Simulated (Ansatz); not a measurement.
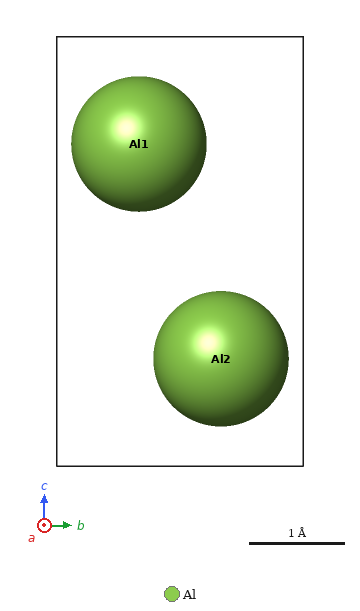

The input geometry (spheres-only view of the cell of the calculation, along the a axis; atoms are numbered from 1 in the order of the input). An atom can appear more than once, as a periodic image.

## Run report: Al (charge +0.5), single-point calculation

System: Al (P6₃/mmc, 2 atoms in the cell, total charge +0.5).
Method: DFT, PBEsol, plane waves, PAW, no spin polarisation (Ansatz 0.2.0).

The structure derives from a Materials Project entry. Some settings of this run were made unusual or wrong on purpose. Figures and captions count atoms from 1; the log counts them from 0 in places.

Output
```
Engine: ansatz 0.2.0, x86_64-unknown-linux-gnu
Pseudopotentials: kind: paw
Pseudopotential: Al, paw, valence charge 3, recommended cutoff 420 eV (normal), Al.paw.azcp
Functional definition: PBEsol
  exchange = pbesol_x
  correlation = pbesol_c
Crystal: 2 atoms, lattice volume = 35.066 Å³
Basis set: ecut = 420 eV, 651 PW (Γ), exchange–correlation on 48×48×64 points (8 copies of the dense FFT grid, shifted against one another)
Bands: 7, of which v1, the nominal top of the filled ones, is band 3 counted from 1 (2 counted from 0)
Symmetry: 24 space group operations
Space group: P63/mmc (ITA 194), of the structure as read, at distance tolerance 3.3e-5 Å
k-points: 488 of 8064
Non-local potential: Al, projectors of the file, l = 0: 2, l = 1: 2, l = 2: 1
PAW form: soft (Blöchl's): semilocal exchange-correlation on the pseudo side does not see the compensation charge
PAW frozen core: Al, regenerated for the run's functional, and the local potential with it (the file was generated under x = pbe(κ = 0.804, μ = 0.2195149727645171), c = pbe(β = 0.06672455060314922))
PAW one-centre angular grid: Al, 110 points (default); XC on 64 Gauss nodes
Initial density: superposition of atomic densities (neutral atoms scaled as one to the charged cell's electrons: chi_scale 0, normalization atom), corrected by the library's trained network
Initial wavefunctions: pseudopotential atomic-orbital guess
Functional: x = pbesol(κ = 0.804, μ = 0.12345679012345678), c = pbesol(β = 0.046)
SCF iter   1: F=—  HF=-1052.504864 eV  |F-HF|=—  |Δ(HF+E_count)|=         —  Δρ=2.56e-3  dr2=3.05e-3  ethr=1.77e-3  ⟨swp⟩=5.1  Hψ=27592  notcnv=0
preconditioner: auto → none  [metal: Δε(μ)=0.006 eV  Ē_g=8.634 eV  σ=0.150 eV  W_gap=0.02  n_scr=2 (ndim 8)  ℏωp=14.7 eV  f_vac=0.000  D(μ)=0.84/eV (n_scr^D=2)  sad-step TF]
SCF iter   2: F=—  HF=-1052.502550 eV  |F-HF|=—  |Δ(HF+E_count)|=   2.31e-3  Δρ=1.62e-3  dr2=1.26e-3  ethr=5.54e-5  ⟨swp⟩=1.0  Hψ=7320  notcnv=0
SCF iter   3: F=—  HF=-1052.501595 eV  |F-HF|=—  |Δ(HF+E_count)|=   9.55e-4  Δρ=5.80e-5  dr2=1.48e-6  ethr=2.29e-5  ⟨swp⟩=2.0  Hψ=4566  notcnv=0
SCF iter   4: F=—  HF=-1052.501605 eV  |F-HF|=—  |Δ(HF+E_count)|=   9.80e-6  Δρ=6.94e-6  dr2=1.07e-8  ethr=2.68e-8  ⟨swp⟩=2.4  Hψ=4668  notcnv=0
iter 5 did not close the SCF: its close was put off for the readings that it lacked (scf_convergence_deferred on its scf_iter line)
SCF iter   5: F=-1052.501605 eV  HF=-1052.501605 eV  |F-HF|=3.80e-11  |Δ(HF+E_count)|=   5.32e-9  Δρ=7.18e-7  dr2=9.97e-11  ethr=1.94e-10  ⟨swp⟩=1.1  Hψ=3341  notcnv=0
SCF iter   6: F=-1052.501605 eV  HF=-1052.501605 eV  |F-HF|=2.27e-13  |Δ(HF+E_count)|=  5.00e-11  Δρ=3.04e-8  dr2=1.93e-13  ethr=1.81e-12  ⟨swp⟩=1.9  Hψ=11665  notcnv=0
SCF 1 converged in 6 iterations: F = -1052.501605 eV  dr2 = 1.93e-13
  greatest PAW one-centre occupation: 0.435 electrons in one spin orbital (limit 2), on the Al atom at site 1 (counted from 0), in its partial waves of l = 0
SCF converged after 6 iterations
Free energy (F): -1052.501605 eV
Harris-Foulkes:  -1052.501605 eV  (|F-HF|=2.27e-13)
Internal energy: -1052.492122 eV  (E = F + TS)
E sigma→0 (E₀):  -1052.496864 eV
Entropy (-TS):   -0.009483 eV (-4.741 meV/atom)
Fermi energy:    6.868033 eV
--- Per-component energies (eV) ---
  E_band       = 15.803201
  E_kinetic    = 38.043080
  E_local      = 15.906360  (includes V_loc(G=0)·N_el)
  E_nonlocal   = 19.262200
  E_hartree    = 0.197280
  E_xc         = -73.356093
  E_vxc        = -51.301679  (∫ρ·V_xc dr)
  E_paw        = -908.621856  (= ΣΔE_a)
  E_vpaw       = -6.501315  (= ΣTr[D̂ρ^β])
  E_aug_tail   = -0.000004  (compensation charges beyond the density's cutoff)
  E_ewald      = -143.961367
  E_core_change = 0.038278  (= ΣΔE_core)
  E_smearing   = -0.009483  (= −TS)
  E_closure    = 0.000000  (closes the sum)
  E_deformation_potential = 7.105291  (in the stress; not in F)
  Σ components = -1052.501605   (vs F -1052.501605, Δ=0.00e0)
--- Forces (eV/Å), atoms counted from 1 ---
  atom   1  Al     0.00000000     0.00000000     0.00000000
  atom   2  Al     0.00000000    -0.00000000    -0.00000000
  max |Σ_I F_I| component: 9.25e-18 eV/Å
--- Stress (GPa, compression-positive) ---
        4.017763       0.000000       0.000000
       -0.000000       4.017763       0.000000
        0.000000       0.000000       8.873870
  P = ⅓ Tr σ = 5.6365 GPa (56.365 kbar)
--- Band table (eV; the first three rows and the last of 488) ---
  k-point 0: bands = ["-3.2228", "3.5624", "4.1407", "16.2944", "16.2944", "17.1347", "17.1347"]
  k-point 1: bands = ["-3.1860", "2.8546", "4.9128", "16.3244", "16.3244", "17.1681", "17.1681"]
  k-point 2: bands = ["-3.0754", "1.9852", "5.9753", "16.4147", "16.4147", "17.2683", "17.2683"]
  k-point 487: bands = ["5.0516", "5.0516", "5.9696", "5.9696", "6.0380", "6.0380", "18.1291"]
```

The run was set up as follows.

Input file
```yaml
crystal:
  lattice:
    - [2.9925736898, 0.0, 0.0]
    - [-1.4962868449, 2.591644838, 0.0]
    - [0.0, 0.0, 4.5213833727]
  atoms:
    - { symbol: Al, position: [0.6666666667, 0.3333333333, 0.75] }
    - { symbol: Al, position: [0.3333333333, 0.6666666667, 0.25] }
basis:
  ecutwfc: 420
kpoints:
  mp_grid: { grid: [24, 24, 14] }
hamiltonian:
  xc: pbesol
scf:
  occupations: { method: gaussian, width: 0.15 }
  max_iter: 100
output:
  forces: true
  eigenvalues: true
  stress: true
total_charge: 0.5
```

Run as:
```bash
ansatz run input.yaml --threads 2 --pin off --max-ram 5120MiB --backend cpu --events-out ev --progress --plain --runs-dir out
```

Outcome

| quantity | value |
| --- | --- |
| outcome | converged |
| space group (tolerance 0.01 Å) | P6₃/mmc (194) |
| electrons treated | 5.500 |
| free energy | −1052.5016 eV |
| Fermi energy | 6.868 eV |
| gap on the k-point mesh | none (metallic) |
| pressure | 5.64 GPa |
| largest force (length of the vector) | under 0.001 eV/Å |
| hardware | 2 threads of AMD EPYC (Zen 3), 189 GiB of memory available, shared host |
| wall time | 6.9 s (CPU time 13 s) |
| peak memory | 0.43 GiB |

What went wrong

A setting was made wrong on purpose: a charge that the system can't hold (`total_charge`). The cell cannot bind or give up so many electrons; the background charge dominates. The program still converged, but the numbers can't be taken as results for the intended system. The cell is charged and computed with a neutralising background, so its energy and pressure depend on the cell and aren't those of a real crystal.
